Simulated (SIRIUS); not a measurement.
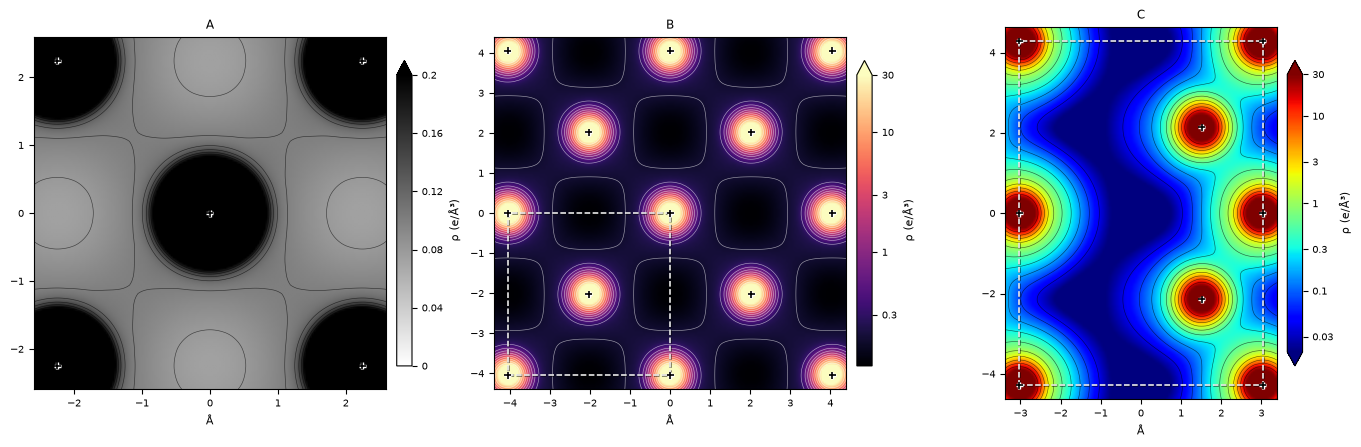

The electron density of 3 systems, each on a plane through atoms (crosses mark nuclei in the plane).

These are results of SIRIUS, Kohn-Sham DFT of a periodic cell, PBE, all-electron FP-LAPW, not measurements.

System 1: CuI, the (011) plane of the conventional cell. Space group F-43m.

```xyz
8
Lattice="6.0630 0.0000 0.0000 0.0000 0.0000 -6.0630 0.0000 6.0630 0.0000" Properties=species:S:1:pos:R:3 pbc="T T T"
I     3.0315    0.0000   -3.0315
I     0.0000    3.0315   -3.0315
I     0.0000    0.0000    0.0000
I     3.0315    3.0315    0.0000
Cu    4.5473    1.5157   -4.5473
Cu    1.5157    4.5473   -4.5473
Cu    1.5157    1.5157   -1.5157
Cu    4.5473    4.5473   -1.5157
```

System 2: Al, the (100) plane of the conventional cell. Space group Fm-3m.

```
Al
1.0
     4.04961    0.00000    0.00000
     0.00000    4.04961    0.00000
     0.00000    0.00000    4.04961
Al
4
Direct
  0.00000 0.00000 0.00000
  0.50000 0.50000 0.00000
  0.50000 0.00000 0.50000
  0.00000 0.50000 0.50000
```

System 3: Mg, the (010) plane of the conventional cell. Space group Fm-3m; a structure from a database of computed crystals, not necessarily the ambient phase.

```
Mg
1.0
     4.48851    0.00000    0.00000
     0.00000    4.48851    0.00000
     0.00000    0.00000    4.48851
Mg
4
Direct
  0.00000 0.00000 0.00000
  0.50000 0.50000 0.00000
  0.50000 0.00000 0.50000
  0.00000 0.50000 0.50000
```

> Match each panel to its system.

Panel A is system 3, Mg: the plane holds Mg. Mg–Mg (3.17 Å): ρ is about 0.1 e/Å³ halfway. Panel B is system 2, Al: the plane holds Al. Al–Al (2.86 Å): the density is about 0.2 e/Å³ at the midpoint. Panel C is system 1, CuI: the plane holds I and Cu. Cu–I (2.63 Å): ρ is about 0.41 e/Å³ halfway, with its minimum of 0.36 e/Å³ about 1.1 Å from Cu.
